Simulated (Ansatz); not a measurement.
# Run report: Ge$_{2}$H, geometry relaxation (part 3 of 3)

Ge$_{2}$H (slab, 36 atoms in the cell); DFT PBE+D3(BJ), scalar-relativistic, plane waves, PAW, no spin polarisation (Ansatz 0.2.0); cutoff 420 eV, 3×3×1 k-mesh, Gaussian smearing of 0.1 eV. The structure derives from an entry of the Crystallography Open Database. The input holds or restrains some coordinates. Forces given for the steps count only the free coordinates. It belongs to a series of runs on one base structure; here: clean slab, lower planes held.

Output, continued
```
--- Relaxed structure (5 steps of the walk, 5 accepted, 0 SCFs on fresh bases) ---
  F+E_penalty+E_count = -103271.56752818 eV   max|allowed force component| = 2.814e-2 eV/Å
  atoms:
    - { symbol: Ge, position: [0.49999999999999994, 0.24999999999999997, 0.3487223879] }
    - { symbol: Ge, position: [0.49999999999999994, 0.7499999999999999, 0.3487223879] }
    - { symbol: Ge, position: [0.0, 0.24999999999999997, 0.3487223879] }
    - { symbol: Ge, position: [0.0, 0.7499999999999999, 0.3487223879] }
    - { symbol: Ge, position: [0.49999999999999994, 0.49999999999999994, 0.4046557879] }
    - { symbol: Ge, position: [0.49999999999999994, 0.0, 0.4046557879] }
    - { symbol: Ge, position: [0.0, 0.49999999999999994, 0.4046557879] }
    - { symbol: Ge, position: [0.0, 0.0, 0.4046557879] }
    - { symbol: Ge, position: [0.7499999999999999, 0.49999999999999994, 0.4605891879] }
    - { symbol: Ge, position: [0.7499999999999999, 0.0, 0.4605891879] }
    - { symbol: Ge, position: [0.24999999999999997, 0.49999999999999994, 0.4605891879] }
    - { symbol: Ge, position: [0.24999999999999997, 0.0, 0.4605891879] }
    - { symbol: Ge, position: [0.7499999999999999, 0.7499999999999999, 0.5134830906587495] }
    - { symbol: Ge, position: [0.7499999999999999, 0.24999999999999997, 0.5134830906587495] }
    - { symbol: Ge, position: [0.24999999999999997, 0.7499999999999999, 0.5191326679925684] }
    - { symbol: Ge, position: [0.24999999999999997, 0.24999999999999997, 0.5191326679925684] }
    - { symbol: Ge, position: [-0.010327627514981954, 0.7499999999999999, 0.5730649662930333] }
    - { symbol: Ge, position: [-0.010327627514981954, 0.24999999999999997, 0.5730649662930333] }
    - { symbol: Ge, position: [0.5103276275149818, 0.7499999999999999, 0.5730649662930333] }
    - { symbol: Ge, position: [0.5103276275149818, 0.24999999999999997, 0.5730649662930333] }
    - { symbol: Ge, position: [0.9071269779789802, 1.9115581793723162e-34, 0.6223561024556089] }
    - { symbol: Ge, position: [0.9071269779789802, 0.49999999999999994, 0.6223561024556089] }
    - { symbol: Ge, position: [0.5928730220210197, -1.9115581793723162e-34, 0.6223561024556089] }
    - { symbol: Ge, position: [0.5928730220210197, 0.49999999999999994, 0.6223561024556089] }
    - { symbol: H, position: [0.35034961485005567, 0.24999999999999997, 0.31129366435977845] }
    - { symbol: H, position: [0.35034961485005567, 0.7499999999999999, 0.31129366435977845] }
    - { symbol: H, position: [0.8474963095457391, 0.24999999999999997, 0.31253920546760294] }
    - { symbol: H, position: [0.8474963095457391, 0.7499999999999999, 0.31253920546760294] }
    - { symbol: H, position: [0.6525036904542608, 0.24999999999999997, 0.31253920546760294] }
    - { symbol: H, position: [0.6525036904542608, 0.7499999999999999, 0.31253920546760294] }
    - { symbol: H, position: [0.1496503851499443, 0.24999999999999997, 0.31129366435977845] }
    - { symbol: H, position: [0.1496503851499443, 0.7499999999999999, 0.31129366435977845] }
    - { symbol: H, position: [0.9713773880527871, -2.8673372690584744e-34, 0.6799048265242392] }
    - { symbol: H, position: [0.9713773880527871, 0.49999999999999994, 0.6799048265242392] }
    - { symbol: H, position: [0.5286226119472128, -2.628392496636935e-34, 0.6799048265242392] }
    - { symbol: H, position: [0.5286226119472128, 0.49999999999999994, 0.6799048265242392] }
```

Trajectory as extended XYZ (Å, eV, eV/Å), 5 frames, from step=1 to step=5
```
36
Lattice="8.0601 0.0000 0.0000 0.0000 8.0601 0.0000 0.0000 0.0000 25.4740" Properties=species:S:1:pos:R:3:forces:R:3 step=1 energy=-103270.99166
Ge    4.0301    2.0150    8.8833   -0.1385   0.0000   0.5414
Ge    4.0301    6.0451    8.8833   -0.1385   0.0000   0.5414
Ge    0.0000    2.0150    8.8833    0.1385   0.0000   0.5414
Ge    0.0000    6.0451    8.8833    0.1385   0.0000   0.5414
Ge    4.0301    4.0301   10.3082    0.1743   0.0000  -0.1292
Ge    4.0301    0.0000   10.3082    0.1743   0.0000  -0.1292
Ge    0.0000    4.0301   10.3082   -0.1743   0.0000  -0.1292
Ge    0.0000    0.0000   10.3082   -0.1743   0.0000  -0.1292
Ge    6.0451    4.0301   11.7330    0.0000   0.0000   0.0257
Ge    6.0451    0.0000   11.7330    0.0000   0.0000   0.0257
Ge    2.0150    4.0301   11.7330    0.0000   0.0000  -0.0568
Ge    2.0150    0.0000   11.7330    0.0000   0.0000  -0.0568
Ge    6.0451    6.0451   13.1579    0.0000   0.0000  -0.4266
Ge    6.0451    2.0150   13.1579    0.0000   0.0000  -0.4266
Ge    2.0150    6.0451   13.1579    0.0000   0.0000   0.2596
Ge    2.0150    2.0150   13.1579    0.0000   0.0000   0.2596
Ge    0.0000    6.0451   14.5827   -0.8824   0.0000   1.0064
Ge    0.0000    2.0150   14.5827   -0.8824   0.0000   1.0064
Ge    4.0301    6.0451   14.5827    0.8824   0.0000   1.0064
Ge    4.0301    2.0150   14.5827    0.8824   0.0000   1.0064
Ge    7.3351    0.0000   16.0076    0.1230   0.0000  -0.9140
Ge    7.3351    4.0301   16.0076    0.1230   0.0000  -0.9140
Ge    4.7551    0.0000   16.0076   -0.1230   0.0000  -0.9140
Ge    4.7551    4.0301   16.0076   -0.1230   0.0000  -0.9140
H     2.7808    2.0150    8.0000    0.0323   0.0000  -0.1998
H     2.7808    6.0451    8.0000    0.0323   0.0000  -0.1998
H     6.8109    2.0150    8.0000    0.0151   0.0000  -0.1546
H     6.8109    6.0451    8.0000    0.0151   0.0000  -0.1546
H     5.2793    2.0150    8.0000   -0.0151   0.0000  -0.1546
H     5.2793    6.0451    8.0000   -0.0151   0.0000  -0.1546
H     1.2492    2.0150    8.0000   -0.0323   0.0000  -0.1998
H     1.2492    6.0451    8.0000   -0.0323   0.0000  -0.1998
H     7.8655    0.0000   17.4740    0.0277   0.0000  -0.0512
H     7.8655    4.0301   17.4740    0.0277   0.0000  -0.0512
H     4.2247    0.0000   17.4740   -0.0277   0.0000  -0.0512
H     4.2247    4.0301   17.4740   -0.0277   0.0000  -0.0512
36
Lattice="8.0601 0.0000 0.0000 0.0000 8.0601 0.0000 0.0000 0.0000 25.4740" Properties=species:S:1:pos:R:3:forces:R:3 step=2 energy=-103271.48500
Ge    4.0301    2.0150    8.8833   -0.1320   0.0000   0.2268
Ge    4.0301    6.0451    8.8833   -0.1320   0.0000   0.2268
Ge    0.0000    2.0150    8.8833    0.1320   0.0000   0.2268
Ge    0.0000    6.0451    8.8833    0.1320   0.0000   0.2268
Ge    4.0301    4.0301   10.3082    0.1067   0.0000  -0.1711
Ge    4.0301    0.0000   10.3082    0.1067   0.0000  -0.1711
Ge    0.0000    4.0301   10.3082   -0.1067   0.0000  -0.1711
Ge    0.0000    0.0000   10.3082   -0.1067   0.0000  -0.1711
Ge    6.0451    4.0301   11.7330    0.0000   0.0000  -0.4087
Ge    6.0451    0.0000   11.7330    0.0000   0.0000  -0.4087
Ge    2.0150    4.0301   11.7330    0.0000   0.0000   0.5620
Ge    2.0150    0.0000   11.7330    0.0000   0.0000   0.5620
Ge    6.0451    6.0451   13.0901    0.0000   0.0000  -0.1364
Ge    6.0451    2.0150   13.0901    0.0000   0.0000  -0.1364
Ge    2.0150    6.0451   13.2546    0.0000   0.0000  -0.1228
Ge    2.0150    2.0150   13.2546    0.0000   0.0000  -0.1228
Ge   -0.0992    6.0451   14.6281    0.2519   0.0000  -0.4908
Ge   -0.0992    2.0150   14.6281    0.2519   0.0000  -0.4908
Ge    4.1293    6.0451   14.6281   -0.2519   0.0000  -0.4908
Ge    4.1293    2.0150   14.6281   -0.2519   0.0000  -0.4908
Ge    7.3085    0.0000   15.8191   -0.0529   0.0000   0.5298
Ge    7.3085    4.0301   15.8191   -0.0529   0.0000   0.5298
Ge    4.7817    0.0000   15.8191    0.0529   0.0000   0.5298
Ge    4.7817    4.0301   15.8191    0.0529   0.0000   0.5298
H     2.8265    2.0150    7.9275   -0.0240   0.0000   0.0096
H     2.8265    6.0451    7.9275   -0.0240   0.0000   0.0096
H     6.8394    2.0150    7.9530   -0.0445   0.0000   0.0038
H     6.8394    6.0451    7.9530   -0.0445   0.0000   0.0038
H     5.2508    2.0150    7.9530    0.0445   0.0000   0.0038
H     5.2508    6.0451    7.9530    0.0445   0.0000   0.0038
H     1.2035    2.0150    7.9275    0.0240   0.0000   0.0096
H     1.2035    6.0451    7.9275    0.0240   0.0000   0.0096
H     7.8568    0.0000   17.2809   -0.0807   0.0000  -0.0539
H     7.8568    4.0301   17.2809   -0.0807   0.0000  -0.0539
H     4.2334    0.0000   17.2809    0.0807   0.0000  -0.0539
H     4.2334    4.0301   17.2809    0.0807   0.0000  -0.0539
36
Lattice="8.0601 0.0000 0.0000 0.0000 8.0601 0.0000 0.0000 0.0000 25.4740" Properties=species:S:1:pos:R:3:forces:R:3 step=3 energy=-103271.50907
Ge    4.0301    2.0150    8.8833   -0.0072   0.0000   0.1108
Ge    4.0301    6.0451    8.8833   -0.0072   0.0000   0.1108
Ge    0.0000    2.0150    8.8833    0.0072   0.0000   0.1108
Ge    0.0000    6.0451    8.8833    0.0072   0.0000   0.1108
Ge    4.0301    4.0301   10.3082    0.0902   0.0000  -0.1802
Ge    4.0301    0.0000   10.3082    0.0902   0.0000  -0.1802
Ge    0.0000    4.0301   10.3082   -0.0902   0.0000  -0.1802
Ge    0.0000    0.0000   10.3082   -0.0902   0.0000  -0.1802
Ge    6.0451    4.0301   11.7330    0.0000   0.0000  -0.5110
Ge    6.0451    0.0000   11.7330    0.0000   0.0000  -0.5110
Ge    2.0150    4.0301   11.7330    0.0000   0.0000   0.4267
Ge    2.0150    0.0000   11.7330    0.0000   0.0000   0.4267
Ge    6.0451    6.0451   13.0763    0.0000   0.0000   0.0315
Ge    6.0451    2.0150   13.0763    0.0000   0.0000   0.0315
Ge    2.0150    6.0451   13.2311    0.0000   0.0000  -0.0144
Ge    2.0150    2.0150   13.2311    0.0000   0.0000  -0.0144
Ge   -0.0904    6.0451   14.6024    0.1032   0.0000  -0.0867
Ge   -0.0904    2.0150   14.6024    0.1032   0.0000  -0.0867
Ge    4.1204    6.0451   14.6024   -0.1032   0.0000  -0.0867
Ge    4.1204    2.0150   14.6024   -0.1032   0.0000  -0.0867
Ge    7.3172    0.0000   15.8483   -0.3542   0.0000  -0.4110
Ge    7.3172    4.0301   15.8483   -0.3542   0.0000  -0.4110
Ge    4.7730    0.0000   15.8483    0.3542   0.0000  -0.4110
Ge    4.7730    4.0301   15.8483    0.3542   0.0000  -0.4110
H     2.8255    2.0150    7.9242    0.0197   0.0000   0.0207
H     2.8255    6.0451    7.9242    0.0197   0.0000   0.0207
H     6.8146    2.0150    7.9614    0.1622   0.0000   0.1045
H     6.8146    6.0451    7.9614    0.1622   0.0000   0.1045
H     5.2756    2.0150    7.9614   -0.1622   0.0000   0.1045
H     5.2756    6.0451    7.9614   -0.1622   0.0000   0.1045
H     1.2046    2.0150    7.9242   -0.0197   0.0000   0.0207
H     1.2046    6.0451    7.9242   -0.0197   0.0000   0.0207
H     7.7495    0.0000   17.3069    0.2277   0.0000   0.4754
H     7.7495    4.0301   17.3069    0.2277   0.0000   0.4754
H     4.3407    0.0000   17.3069   -0.2277   0.0000   0.4754
H     4.3407    4.0301   17.3069   -0.2277   0.0000   0.4754
36
Lattice="8.0601 0.0000 0.0000 0.0000 8.0601 0.0000 0.0000 0.0000 25.4740" Properties=species:S:1:pos:R:3:forces:R:3 step=4 energy=-103271.56751
Ge    4.0301    2.0150    8.8833   -0.1275   0.0000   0.2312
Ge    4.0301    6.0451    8.8833   -0.1275   0.0000   0.2312
Ge    0.0000    2.0150    8.8833    0.1275   0.0000   0.2312
Ge    0.0000    6.0451    8.8833    0.1275   0.0000   0.2312
Ge    4.0301    4.0301   10.3082    0.1049   0.0000  -0.1798
Ge    4.0301    0.0000   10.3082    0.1049   0.0000  -0.1798
Ge    0.0000    4.0301   10.3082   -0.1049   0.0000  -0.1798
Ge    0.0000    0.0000   10.3082   -0.1049   0.0000  -0.1798
Ge    6.0451    4.0301   11.7330    0.0000   0.0000  -0.4834
Ge    6.0451    0.0000   11.7330    0.0000   0.0000  -0.4834
Ge    2.0150    4.0301   11.7330    0.0000   0.0000   0.3816
Ge    2.0150    0.0000   11.7330    0.0000   0.0000   0.3816
Ge    6.0451    6.0451   13.0805    0.0000   0.0000  -0.0164
Ge    6.0451    2.0150   13.0805    0.0000   0.0000  -0.0164
Ge    2.0150    6.0451   13.2244    0.0000   0.0000   0.0087
Ge    2.0150    2.0150   13.2244    0.0000   0.0000   0.0087
Ge   -0.0832    6.0451   14.5982   -0.0057   0.0000  -0.0282
Ge   -0.0832    2.0150   14.5982   -0.0057   0.0000  -0.0282
Ge    4.1133    6.0451   14.5982    0.0057   0.0000  -0.0282
Ge    4.1133    2.0150   14.5982    0.0057   0.0000  -0.0282
Ge    7.3116    0.0000   15.8539   -0.0262   0.0000   0.0266
Ge    7.3116    4.0301   15.8539   -0.0262   0.0000   0.0266
Ge    4.7786    0.0000   15.8539    0.0262   0.0000   0.0266
Ge    4.7786    4.0301   15.8539    0.0262   0.0000   0.0266
H     2.8239    2.0150    7.9299   -0.0033   0.0000   0.0022
H     2.8239    6.0451    7.9299   -0.0033   0.0000   0.0022
H     6.8309    2.0150    7.9616   -0.0058   0.0000   0.0028
H     6.8309    6.0451    7.9616   -0.0058   0.0000   0.0028
H     5.2593    2.0150    7.9616    0.0058   0.0000   0.0028
H     5.2593    6.0451    7.9616    0.0058   0.0000   0.0028
H     1.2062    2.0150    7.9299    0.0033   0.0000   0.0022
H     1.2062    6.0451    7.9299    0.0033   0.0000   0.0022
H     7.8294    0.0000   17.3199    0.0043   0.0000  -0.0001
H     7.8294    4.0301   17.3199    0.0043   0.0000  -0.0001
H     4.2608    0.0000   17.3199   -0.0043   0.0000  -0.0001
H     4.2608    4.0301   17.3199   -0.0043   0.0000  -0.0001
36
Lattice="8.0601 0.0000 0.0000 0.0000 8.0601 0.0000 0.0000 0.0000 25.4740" Properties=species:S:1:pos:R:3:forces:R:3 step=5 energy=-103271.56753
Ge    4.0301    2.0150    8.8833   -0.1275   0.0000   0.2313
Ge    4.0301    6.0451    8.8833   -0.1275   0.0000   0.2313
Ge    0.0000    2.0150    8.8833    0.1275   0.0000   0.2313
Ge    0.0000    6.0451    8.8833    0.1275   0.0000   0.2313
Ge    4.0301    4.0301   10.3082    0.1050   0.0000  -0.1799
Ge    4.0301    0.0000   10.3082    0.1050   0.0000  -0.1799
Ge    0.0000    4.0301   10.3082   -0.1050   0.0000  -0.1799
Ge    0.0000    0.0000   10.3082   -0.1050   0.0000  -0.1799
Ge    6.0451    4.0301   11.7330    0.0000   0.0000  -0.4834
Ge    6.0451    0.0000   11.7330    0.0000   0.0000  -0.4834
Ge    2.0150    4.0301   11.7330    0.0000   0.0000   0.3816
Ge    2.0150    0.0000   11.7330    0.0000   0.0000   0.3816
Ge    6.0451    6.0451   13.0805    0.0000   0.0000  -0.0165
Ge    6.0451    2.0150   13.0805    0.0000   0.0000  -0.0165
Ge    2.0150    6.0451   13.2244    0.0000   0.0000   0.0085
Ge    2.0150    2.0150   13.2244    0.0000   0.0000   0.0085
Ge   -0.0832    6.0451   14.5982   -0.0057   0.0000  -0.0281
Ge   -0.0832    2.0150   14.5982   -0.0057   0.0000  -0.0281
Ge    4.1133    6.0451   14.5982    0.0057   0.0000  -0.0281
Ge    4.1133    2.0150   14.5982    0.0057   0.0000  -0.0281
Ge    7.3116    0.0000   15.8539   -0.0264   0.0000   0.0265
Ge    7.3116    4.0301   15.8539   -0.0264   0.0000   0.0265
Ge    4.7786    0.0000   15.8539    0.0264   0.0000   0.0265
Ge    4.7786    4.0301   15.8539    0.0264   0.0000   0.0265
H     2.8239    2.0150    7.9299   -0.0031   0.0000   0.0020
H     2.8239    6.0451    7.9299   -0.0031   0.0000   0.0020
H     6.8309    2.0150    7.9616   -0.0053   0.0000   0.0027
H     6.8309    6.0451    7.9616   -0.0053   0.0000   0.0027
H     5.2593    2.0150    7.9616    0.0053   0.0000   0.0027
H     5.2593    6.0451    7.9616    0.0053   0.0000   0.0027
H     1.2062    2.0150    7.9299    0.0031   0.0000   0.0020
H     1.2062    6.0451    7.9299    0.0031   0.0000   0.0020
H     7.8294    0.0000   17.3199    0.0049   0.0000   0.0004
H     7.8294    4.0301   17.3199    0.0049   0.0000   0.0004
H     4.2608    0.0000   17.3199   -0.0049   0.0000   0.0004
H     4.2608    4.0301   17.3199   -0.0049   0.0000   0.0004
```

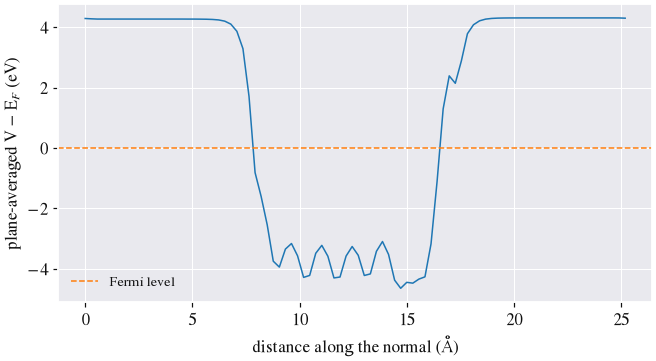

*Plane average of the electrostatic potential energy of an electron across the cell, from the Fermi level.*

The vacuum level lies 4.31 eV above the Fermi level on the upper side and 4.27 eV on the lower.

Key numbers

- outcome: converged under the restraints of the input
- electrons treated: 348
- free energy: −103271.5675 eV
- work function, top face: 4.31 eV
- work function, bottom face: 4.27 eV
- Fermi energy: 0.025 eV
- gap on the k-point mesh: 0.93 eV
- final volume: 1654.94 Å³
- work function (upper face): 4.31 eV
- largest force (length of the vector) at the end, held atoms and coordinates included: 0.483 eV/Å
- hardware: 8 threads of Arm Neoverse V2, 24 GiB of memory available, shared host
- wall time: 1.7 min (CPU time 13 min)
- peak memory: 5.3 GiB
